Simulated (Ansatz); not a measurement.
Field-gradient calculation, with input and output: ZnS (part 1 of 2)

ZnS (P3m1, 28 atoms in the cell), computed with DFT, r2SCAN, plane-wave PAW, default files, scalar-relativistic, no spin polarisation (Ansatz 0.2.0).

The structure derives from a Materials Project entry. It belongs to a series of runs on one base structure; here: functional r2SCAN.

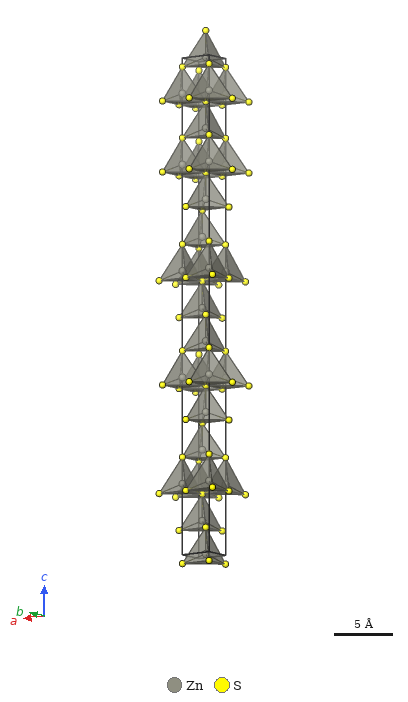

**Figure 1.** The structure (polyhedral view of the cell of the calculation, seen at an oblique angle; polyhedra are completed across the faces of the cell).

Key numbers

```json
{"quantity": "outcome", "value": "converged"}
{"quantity": "space group (tolerance 0.01 Å)", "value": "P3m1 (156)"}
{"quantity": "electrons treated", "value": "252"}
{"quantity": "free energy", "value": "−59268.2763 eV"}
{"quantity": "Fermi energy", "value": "6.988 eV"}
{"quantity": "gap on the k-point mesh", "value": "2.73 eV"}
{"quantity": "pressure", "value": "−0.04 GPa"}
{"quantity": "field gradient V_zz (10²¹ V/m²)", "value": "Zn −0.0562, Zn 0.0498, Zn −0.0442, Zn −0.0395, Zn 0.0593, Zn 0.0700, Zn 0.0648, Zn 0.0507 (the first 8 of 28 sites)"}
{"quantity": "largest force (length of the vector)", "value": "0.015 eV/Å"}
{"quantity": "hardware", "value": "1 thread of an x86-64 CPU, shared host"}
{"quantity": "wall time", "value": "2.1 min"}
{"quantity": "peak memory", "value": "2.3 GiB"}
```

The input
```yaml
crystal:
  lattice:
    - [3.8095402906, 0.0, 0.0]
    - [-1.9047701453, 3.2991586684, 0.0]
    - [0.0, 0.0, 43.62732603]
  atoms:
    - { symbol: Zn, position: [0.0, 0.0, 0.14290554] }
    - { symbol: Zn, position: [0.6666666667, 0.3333333333, 0.07146361] }
    - { symbol: Zn, position: [0.0, 0.0, 0.57142373] }
    - { symbol: Zn, position: [0.0, 0.0, 0.78569168] }
    - { symbol: Zn, position: [0.3333333333, 0.6666666667, 0.71424838] }
    - { symbol: Zn, position: [0.3333333333, 0.6666666667, 0.28567159] }
    - { symbol: Zn, position: [0.6666666667, 0.3333333333, 0.21434975] }
    - { symbol: Zn, position: [0.6666666667, 0.3333333333, 0.64294581] }
    - { symbol: Zn, position: [0.3333333333, 0.6666666667, 0.4285702] }
    - { symbol: Zn, position: [0.0, 0.0, 0.92862341] }
    - { symbol: Zn, position: [0.6666666667, 0.3333333333, 0.49990914] }
    - { symbol: Zn, position: [0.0, 0.0, 0.35716375] }
    - { symbol: Zn, position: [0.3333333333, 0.6666666667, 9.102e-05] }
    - { symbol: Zn, position: [0.3333333333, 0.6666666667, 0.85718833] }
    - { symbol: S, position: [0.3333333333, 0.6666666667, 0.76775249] }
    - { symbol: S, position: [0.0, 0.0, 0.98220877] }
    - { symbol: S, position: [0.0, 0.0, 0.1964826] }
    - { symbol: S, position: [0.6666666667, 0.3333333333, 0.69642998] }
    - { symbol: S, position: [0.3333333333, 0.6666666667, 0.91071683] }
    - { symbol: S, position: [0.3333333333, 0.6666666667, 0.48206335] }
    - { symbol: S, position: [0.0, 0.0, 0.41075042] }
    - { symbol: S, position: [0.3333333333, 0.6666666667, 0.33919653] }
    - { symbol: S, position: [0.6666666667, 0.3333333333, 0.55343138] }
    - { symbol: S, position: [0.0, 0.0, 0.83926668] }
    - { symbol: S, position: [0.3333333333, 0.6666666667, 0.05360962] }
    - { symbol: S, position: [0.6666666667, 0.3333333333, 0.26783482] }
    - { symbol: S, position: [0.0, 0.0, 0.62503756] }
    - { symbol: S, position: [0.6666666667, 0.3333333333, 0.12496805] }
kpoints:
  mp_grid: { grid: [8, 8, 1] }
scf:
  occupations: { method: fermi_dirac, width: 0.02 }
hamiltonian:
  xc: r2scan
  pseudopotentials: { kind: paw }
output:
  forces: true
  stress: true
  populations: true
  efg:
    quadrupole_moments_barn: { Zn: 0.122, S: -0.0694 }
    contact_densities: true
```

Run as:
```bash
ansatz run input.yaml --threads 1 --pin off --max-ram 2560MiB --backend cpu --events-out ev --progress --plain --runs-dir out
```

What the program printed
```
Engine: ansatz 0.2.0, x86_64-unknown-linux-gnu
Pseudopotentials: kind: paw
Pseudopotential: Zn, paw, valence charge 12, recommended cutoff 500 eV (meta_gga), Zn.paw.azcp
Pseudopotential: S, paw, valence charge 6, recommended cutoff 500 eV (meta_gga), S.paw.azcp
Functional definition: r2SCAN
  parameter k0 = 0.174
  parameter k1 = 0.065
  parameter a1 = 4.9479
  exchange = r2scan_x(k0 = k0, k1 = k1, a1 = a1)
  correlation = r2scan_c
Crystal: 28 atoms, lattice volume = 548.320 Å³
Basis set: ecut = 500 eV, 13749 PW (Γ), exchange–correlation on 120×120×1280 points (64 copies of the dense FFT grid, shifted against one another)
Bands: 154, of which v1, the nominal top of the filled ones, is band 126 counted from 1 (125 counted from 0)
Symmetry: 6 space group operations
Space group: P3m1 (ITA 156), of the structure as read, at distance tolerance 8.2e-5 Å
k-points: 10 of 64 (time reversal used)
Non-local potential: Zn, projectors of the file, l = 0: 2, l = 1: 2, l = 2: 3, l = 3: 1
Non-local potential: S, projectors of the file, l = 0: 2, l = 1: 2, l = 2: 2
PAW form: soft (Blöchl's): semilocal exchange-correlation on the pseudo side does not see the compensation charge
PAW frozen core: Zn, regenerated for the run's functional (the file was generated under x = pbe(κ = 0.804, μ = 0.2195149727645171), c = pbe(β = 0.06672455060314922))
PAW frozen core: S, regenerated for the run's functional (the file was generated under x = pbe(κ = 0.804, μ = 0.2195149727645171), c = pbe(β = 0.06672455060314922))
PAW one-centre angular grid: Zn, 590 points (default); XC on 261 of its mesh's 2673 points in the sphere
PAW one-centre angular grid: S, 302 points (default); XC on 160 Gauss nodes
Initial density: superposition of atomic densities (neutral atoms: chi_scale 0, normalization atom), corrected by the library's trained network
Initial wavefunctions: pseudopotential atomic-orbital guess
Functional: x = r2scan, c = r2scan; τ floored in thin density (d = 2e-4 eV/Å³)
SCF iter   1: F=—  HF=-59268.307095 eV  |F-HF|=—  |Δ(HF+E_count)|=         —  Δρ=1.54e-2  dr2=6.54e-1  dr2_τ=9.25e-2  ethr=1.77e-3  ⟨swp⟩=7.1  Hψ=7004  notcnv=0  defer=69
preconditioner: auto → Resta (q_TF=auto, 2.397 Å⁻¹)  ε∞=5.8  [insulator: Δε(μ)=2.715 eV  Ē_g=11.458 eV  σ=0.020 eV  W_gap=1.00  n_scr=158 (ndim 8)  ℏωp=25.2 eV  f_vac=0.031  D(μ)=0.00/eV (n_scr^D=0)  ε∞_Penn≈5.8]
SCF iter   2: F=—  HF=-59268.301042 eV  |F-HF|=—  |Δ(HF+E_count)|=   6.05e-3  Δρ=2.37e-3  dr2=1.91e-2  dr2_τ=3.82e-3  ethr=2.60e-4  ⟨swp⟩=3.0  Hψ=3024  notcnv=0  defer=211
SCF iter   3: F=—  HF=-59268.278684 eV  |F-HF|=—  |Δ(HF+E_count)|=   2.24e-2  Δρ=3.27e-3  dr2=2.74e-2  dr2_τ=2.08e-4  ethr=7.57e-6  ⟨swp⟩=2.2  Hψ=2521  notcnv=0  defer=211
SCF iter   4: F=—  HF=-59268.276499 eV  |F-HF|=—  |Δ(HF+E_count)|=   2.19e-3  Δρ=6.66e-4  dr2=1.36e-3  dr2_τ=6.32e-5  ethr=7.57e-6  ⟨swp⟩=2.7  Hψ=2487  notcnv=0  defer=211
SCF iter   5: F=—  HF=-59268.276690 eV  |F-HF|=—  |Δ(HF+E_count)|=   1.91e-4  Δρ=1.59e-4  dr2=1.14e-4  dr2_τ=3.18e-6  ethr=5.38e-7  ⟨swp⟩=3.0  Hψ=2650  notcnv=0  defer=211
SCF iter   6: F=—  HF=-59268.276731 eV  |F-HF|=—  |Δ(HF+E_count)|=   4.18e-5  Δρ=5.24e-5  dr2=1.06e-5  dr2_τ=5.34e-8  ethr=4.53e-8  ⟨swp⟩=2.0  Hψ=2589  notcnv=0  defer=211
SCF iter   7: F=—  HF=-59268.276343 eV  |F-HF|=—  |Δ(HF+E_count)|=   3.88e-4  Δρ=3.44e-5  dr2=3.77e-6  dr2_τ=3.46e-8  ethr=4.19e-9  ⟨swp⟩=2.0  Hψ=2534  notcnv=0  defer=211
SCF iter   8: F=—  HF=-59268.276341 eV  |F-HF|=—  |Δ(HF+E_count)|=   2.31e-6  Δρ=7.48e-6  dr2=2.54e-7  dr2_τ=4.80e-9  ethr=1.50e-9  ⟨swp⟩=2.0  Hψ=2470  notcnv=0  defer=211
SCF iter   9: F=-59268.276341 eV  HF=-59268.276341 eV  |F-HF|=5.30e-9  |Δ(HF+E_count)|=   9.38e-8  Δρ=1.18e-6  dr2=1.23e-8  dr2_τ=3.02e-10  ethr=3.97e-11  ⟨swp⟩=13.8  Hψ=8763  notcnv=0
SCF 1 converged in 9 iterations: F = -59268.276341 eV  dr2 = 1.23e-8
  greatest PAW one-centre occupation: 0.983 electrons in one spin orbital (limit 2), on the Zn atom at site 9 (counted from 0), in its partial waves of l = 2
```

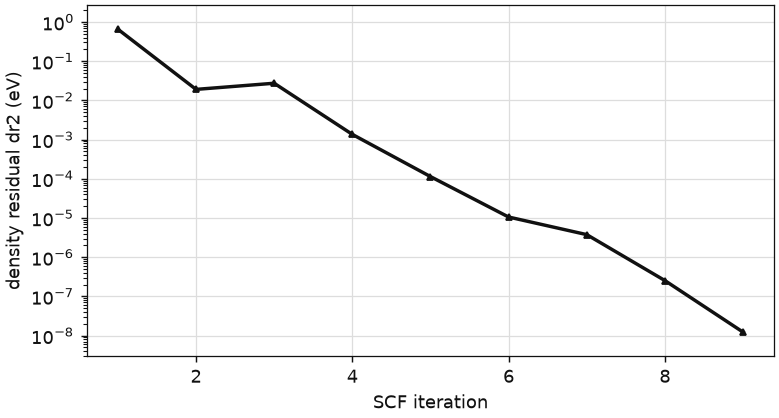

**Figure 2.** Convergence of the self-consistent field: density residual dr2 against the SCF iteration. The residual falls almost steadily, with no more than small rises.

```
SCF converged after 9 iterations
Free energy (F): -59268.276341 eV
Harris-Foulkes:  -59268.276341 eV  (|F-HF|=5.30e-9)
Internal energy: -59268.276341 eV  (E = F + TS)
E sigma→0 (E₀):  -59268.276341 eV
Fermi energy:    6.988316 eV
--- Per-component energies (eV) ---
  E_band       = -17.756451
  E_kinetic    = 3325.774894
  E_local      = -28603.669695  (includes V_loc(G=0)·N_el)
  E_nonlocal   = 9052.715785
  E_hartree    = 12002.244907
  E_xc         = -3021.055245
  E_vxc        = -2075.193445  (∫ρ·V_xc dr)
  E_paw        = -34439.004781  (= ΣΔE_a)
  E_vpaw       = -5824.531610  (= ΣTr[D̂ρ^β])
  E_aug_tail   = -0.000897  (compensation charges beyond the density's cutoff)
  E_vtau       = 102.659777  (kinetic-family band-sum trace: ∫τ·v_τ [+ j·A + Jᵃ·Aᵃ] dr)
  E_ewald      = -17581.187912
  E_core_change = -4.093397  (= ΣΔE_core)
  E_smearing   = -0.000000  (= −TS)
  E_closure    = 0.000000  (closes the sum)
  Σ components = -59268.276341   (vs F -59268.276341, Δ=0.00e0)
--- Forces (eV/Å), atoms counted from 1 ---
  atom   1  Zn     0.00000000     0.00000000    -0.00204531
  atom   2  Zn     0.00000000     0.00000000    -0.00233497
  atom   3  Zn     0.00000000     0.00000000    -0.00224854
  atom   4  Zn     0.00000000     0.00000000    -0.00244333
  atom   5  Zn     0.00000000     0.00000000     0.00371257
  atom   6  Zn     0.00000000     0.00000000     0.00619212
  atom   7  Zn     0.00000000     0.00000000    -0.00015768
  atom   8  Zn     0.00000000     0.00000000    -0.00842683
  atom   9  Zn     0.00000000     0.00000000     0.00951786
  atom  10  Zn    -0.00000000     0.00000000     0.01519587
  atom  11  Zn     0.00000000     0.00000000     0.00443722
  atom  12  Zn    -0.00000000     0.00000000    -0.00503723
  atom  13  Zn     0.00000000     0.00000000     0.00570544
  atom  14  Zn     0.00000000     0.00000000    -0.00179300
  atom  15  S      0.00000000     0.00000000    -0.00362670
  atom  16  S      0.00000000     0.00000000     0.00594561
  atom  17  S      0.00000000     0.00000000     0.00506345
  atom  18  S      0.00000000     0.00000000    -0.00391320
  atom  19  S      0.00000000     0.00000000     0.00007133
  atom  20  S      0.00000000     0.00000000     0.00420759
  atom  21  S      0.00000000     0.00000000    -0.00823386
  atom  22  S      0.00000000     0.00000000    -0.00487423
  atom  23  S      0.00000000     0.00000000     0.00290209
  atom  24  S      0.00000000     0.00000000    -0.01002315
  atom  25  S      0.00000000     0.00000000    -0.00477278
  atom  26  S      0.00000000     0.00000000     0.00262889
  atom  27  S      0.00000000     0.00000000     0.00046331
  atom  28  S      0.00000000     0.00000000    -0.00611627
  max |Σ_I F_I| component: 3.74e-6 eV/Å
--- Stress (GPa, compression-positive) ---
       -0.043259       0.000000      -0.000000
        0.000000      -0.043259       0.000000
       -0.000000       0.000000      -0.030560
  P = ⅓ Tr σ = -0.0390 GPa (-0.390 kbar)
--- PAW observables at the nuclei: V_zz in 10²¹ V/m², potentials from the cell's mean, atoms counted from 1 ---
  atom   1  Zn V_zz =    -0.056152   η = 0.0000   by run symmetry: allowed   C_q = -0.1656 MHz
            electrostatic potential = -3942.399778 V   contact ρ = 166448.065195 e/Å³
  atom   2  Zn V_zz =    +0.049839   η = 0.0000   by run symmetry: allowed   C_q = +0.1470 MHz
            electrostatic potential = -3942.403711 V   contact ρ = 166448.146641 e/Å³
  atom   3  Zn V_zz =    -0.044222   η = 0.0000   by run symmetry: allowed   C_q = -0.1305 MHz
            electrostatic potential = -3942.396072 V   contact ρ = 166448.029206 e/Å³
  atom   4  Zn V_zz =    -0.039549   η = 0.0000   by run symmetry: allowed   C_q = -0.1167 MHz
            electrostatic potential = -3942.385021 V   contact ρ = 166448.053673 e/Å³
  atom   5  Zn V_zz =    +0.059320   η = 0.0000   by run symmetry: allowed   C_q = +0.1750 MHz
            electrostatic potential = -3942.386292 V   contact ρ = 166448.161121 e/Å³
  atom   6  Zn V_zz =    +0.069963   η = 0.0000   by run symmetry: allowed   C_q = +0.2064 MHz
            electrostatic potential = -3942.396349 V   contact ρ = 166448.143992 e/Å³
  atom   7  Zn V_zz =    +0.064823   η = 0.0000   by run symmetry: allowed   C_q = +0.1912 MHz
            electrostatic potential = -3942.410392 V   contact ρ = 166448.020434 e/Å³
  atom   8  Zn V_zz =    +0.050700   η = 0.0000   by run symmetry: allowed   C_q = +0.1496 MHz
            electrostatic potential = -3942.404729 V   contact ρ = 166448.007894 e/Å³
  atom   9  Zn V_zz =    +0.082664   η = 0.0000   by run symmetry: allowed   C_q = +0.2439 MHz
            electrostatic potential = -3942.406053 V   contact ρ = 166448.032217 e/Å³
  atom  10  Zn V_zz =    +0.001433   η = 0.0000   by run symmetry: allowed   C_q = +0.0042 MHz
            electrostatic potential = -3942.405196 V   contact ρ = 166447.923926 e/Å³
  atom  11  Zn V_zz =    +0.067866   η = 0.0000   by run symmetry: allowed   C_q = +0.2002 MHz
            electrostatic potential = -3942.396749 V   contact ρ = 166448.140490 e/Å³
  atom  12  Zn V_zz =    -0.062212   η = 0.0000   by run symmetry: allowed   C_q = -0.1835 MHz
            electrostatic potential = -3942.396331 V   contact ρ = 166448.053819 e/Å³
  atom  13  Zn V_zz =    +0.077981   η = 0.0000   by run symmetry: allowed   C_q = +0.2300 MHz
            electrostatic potential = -3942.416410 V   contact ρ = 166448.008416 e/Å³
  atom  14  Zn V_zz =    -0.015237   η = 0.0000   by run symmetry: allowed   C_q = -0.0449 MHz
            electrostatic potential = -3942.397595 V   contact ρ = 166447.921999 e/Å³
  atom  15  S  V_zz =    +0.076224   η = 0.0000   by run symmetry: allowed   C_q = -0.1279 MHz
            electrostatic potential = -1632.633780 V   contact ρ = 19734.941140 e/Å³
  atom  16  S  V_zz =    +0.215445   η = 0.0000   by run symmetry: allowed   C_q = -0.3615 MHz
            electrostatic potential = -1632.667562 V   contact ρ = 19734.943880 e/Å³
  atom  17  S  V_zz =    +0.201952   η = 0.0000   by run symmetry: allowed   C_q = -0.3389 MHz
            electrostatic potential = -1632.663532 V   contact ρ = 19734.944571 e/Å³
  atom  18  S  V_zz =    +0.018971   η = 0.0000   by run symmetry: allowed   C_q = -0.0318 MHz
            electrostatic potential = -1632.631743 V   contact ρ = 19734.943340 e/Å³
  atom  19  S  V_zz =    +0.243771   η = 0.0000   by run symmetry: allowed   C_q = -0.4091 MHz
            electrostatic potential = -1632.656694 V   contact ρ = 19734.910087 e/Å³
  atom  20  S  V_zz =    +0.024680   η = 0.0000   by run symmetry: allowed   C_q = -0.0414 MHz
            electrostatic potential = -1632.642832 V   contact ρ = 19734.948637 e/Å³
  atom  21  S  V_zz =    +0.189809   η = 0.0000   by run symmetry: allowed   C_q = -0.3185 MHz
            electrostatic potential = -1632.657647 V   contact ρ = 19734.939432 e/Å³
  atom  22  S  V_zz =    +0.100479   η = 0.0000   by run symmetry: allowed   C_q = -0.1686 MHz
            electrostatic potential = -1632.644290 V   contact ρ = 19734.945071 e/Å³
  atom  23  S  V_zz =    +0.113052   η = 0.0000   by run symmetry: allowed   C_q = -0.1897 MHz
            electrostatic potential = -1632.643775 V   contact ρ = 19734.949076 e/Å³
  atom  24  S  V_zz =    +0.245093   η = 0.0000   by run symmetry: allowed   C_q = -0.4113 MHz
            electrostatic potential = -1632.652075 V   contact ρ = 19734.924161 e/Å³
  atom  25  S  V_zz =    +0.037112   η = 0.0000   by run symmetry: allowed   C_q = -0.0623 MHz
```
